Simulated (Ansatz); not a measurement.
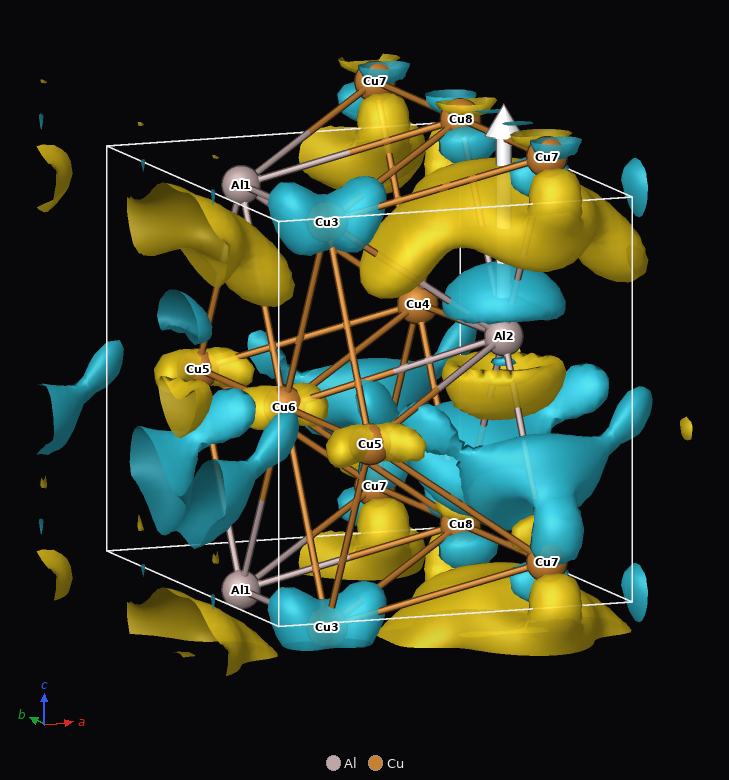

Figure. AlCu₃. Al2 was moved by 0.05 Å along [0 0 1] in the axes of the cell drawn (arrow, not to scale). Change of the density less the rigid motion of the neutral atom's own density: yellow surfaces at +0.0015 and cyan ones at −0.0015 e/Å³, in the cell of the calculation (origin moved) seen slightly off an axis.

Space group Pmmn. The cell comes from a database of computed structures, not from a measurement.

The calculation used Ansatz, DFT PBEsol, scalar-relativistic, plane waves, PAW.

In a PAW calculation such maps are meaningful between the atoms, not at the nuclei.

**How do the electrons respond beyond following the atom?**

About 0.03 e is rearranged in the cell. Outside the cores the largest gain, 0.005 e/Å³, lies 1.0 Å from a copper nucleus and 1.6 Å from an aluminium one, and the largest loss lies at the edge of the masked core of Cu.

**What restoring force does the calculation give for this move?**

The force on it changes by 0.35 eV/Å along the move, against it: a stiffness of about 6.9 eV/Å² for this sublattice shift.
